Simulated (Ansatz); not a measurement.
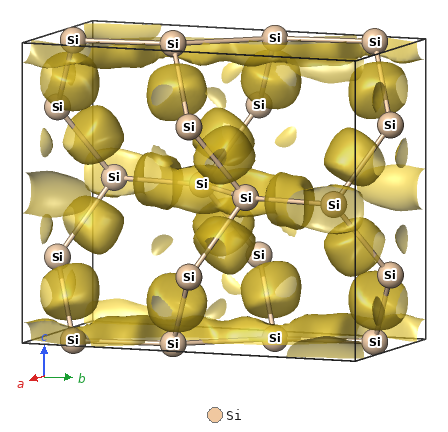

*Si. Isosurface of the ELF at 0.75 (yellow), seen slightly off an axis. Only the valence region is drawn (cores and ρ < 0.01 e/Å³ removed). Sticks mark near contacts.*

Space group Cccm; a structure generated by program, which may or may not match a known phase.

All numbers below come from DFT PBE, scalar-relativistic, plane waves, PAW in Ansatz 0.2.0.

### What do the ELF domains correspond to?

At this value the surface marks out 16 regions between bonded Si–Si atoms and channels that run through the cell in one direction, counted in one cell of 12 atoms. Any copies at cell faces, edges or corners count once. Profiles from the grid: Si–Si (2.35 Å): the ELF peaks at about 0.95 between the atoms. Si–Si (2.41 Å): the ELF peaks at about 0.90 between the atoms.

### Does the calculation make it a metal, or give it a gap?

It is gapless in this calculation (a metal or semimetal).
